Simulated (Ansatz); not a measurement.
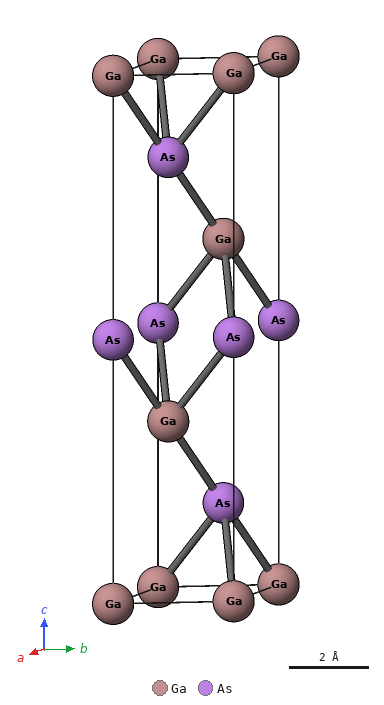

The crystal in a ball-and-stick representation, seen slightly off an axis. Thin lines show the conventional unit cell, with boundary atoms drawn in all their periodic places.

Cell constants: a = 3.103 Å, b = 3.103 Å, c = 13.603 Å, α = 90.00°, β = 90.00°, γ = 120.00°.

Treated as bonds: As–Ga up to 3.13 Å (cut-off distances).

**What is the formula unit?**

GaAs. The cell holds 3 Ga, 3 As, counting shared atoms by their share.

**Which Bravais lattice does it have?**

Rhombohedral (trigonal R) lattice; the crystal system is trigonal.

**State the space group and its number.**

R-3m (No. 166), with Ga on 3a and As on 3b.

**How do the bonded atoms link up through the crystal?**

The bonds build a three-dimensional framework.

The structure was taken from a textbook structure type filled with these elements (whether it is the usual form wasn't checked). Earlier steps of the study, as a rule a relaxation of our own, may have changed the cell and positions, so they can lie some per cent off the listed ones. It was set up as input for a calculation with Ansatz.
